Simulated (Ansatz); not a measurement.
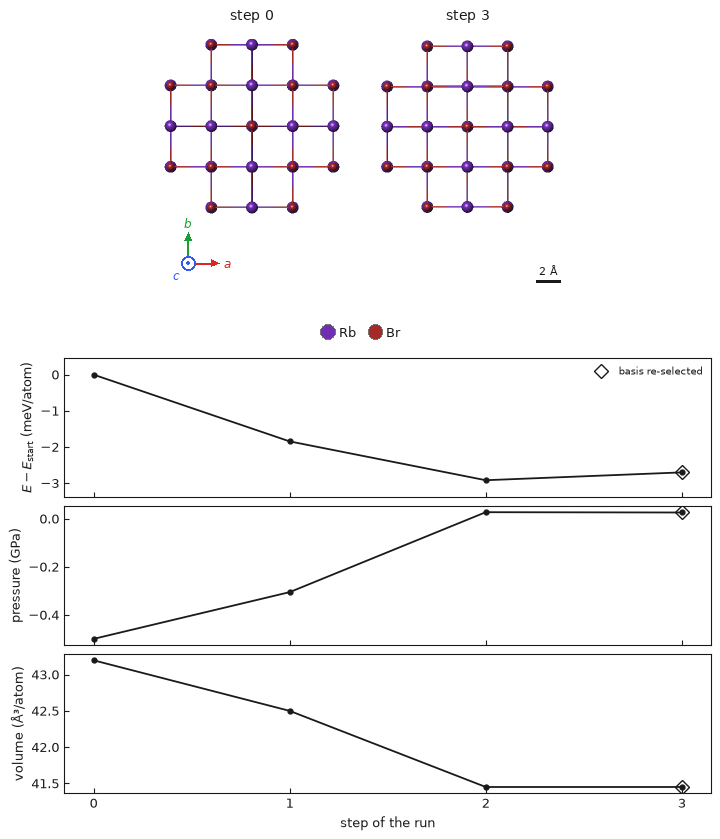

First and last geometry of a relaxation of solid RbBr (built on the rocksalt type), with the history of the run. The picture is a ball-and-stick view of the conventional cell (4 times the calculation's cell), seen along the c axis. Lengths and directions refer to the drawn axes.

The calculation used DFT, r2SCAN, plane waves, PAW in Ansatz 0.2.0.

Input file:
```yaml
crystal:
  lattice:
    - [0.0, 3.5087372834, 3.5087372834]
    - [3.5087372834, 0.0, 3.5087372834]
    - [3.5087372834, 3.5087372834, 0.0]
  atoms:
    - { symbol: Rb, position: [0.0, 0.0, 0.0] }
    - { symbol: Br, position: [0.5, 0.5, 0.5] }
kpoints:
  mp_grid: { grid: [6, 6, 6] }
hamiltonian:
  xc: r2scan
scf:
  occupations: { method: fermi_dirac, width: 0.02 }
relax:
  f_tol: 0.005
  cell: {}
output:
  write_density: true
  write_potential: true
  elf: true
  volumetric_format: npy
```

Run as
```bash
ansatz run input.yaml --threads 2 --pin off --max-ram 2211MiB --backend cpu --events-out ev --progress --plain --runs-dir out
```

> Read the history and describe the run.

It converged. The atoms keep their places relative to the cell (all moves are under 0.005 Å). The volume changes by −4.0 %, with a = b = c 7.017 → 6.922 Å (−1.4 %). Some distances before and after: Rb1–Br2 3.509 → 3.461 Å. The space group stays Fm-3m (No. 225). The energy falls by 2.7 meV per atom in 2 accepted moves (3 points after the start). All forces vanish by symmetry, so only the cell relaxes. Pressure: −0.50 GPa at the start and 0.03 GPa at the end. The SCF was repeated once at an unchanged geometry on a basis and grid sized afresh for the cell, which shifted the energy by 0.2 meV per atom at most. The run took 13 s on 2 threads of Arm Neoverse N1, with other jobs on the host, peak memory 0.59 GiB.

```tsv
step	E − E(0), meV/atom	pressure, GPa	volume, Å³/atom	note
0	0.00	-0.50	43.197	
1	-1.84	-0.31	42.500	
2	-2.92	0.03	41.451	
3	-2.70	0.03	41.451	same geometry, new basis
```
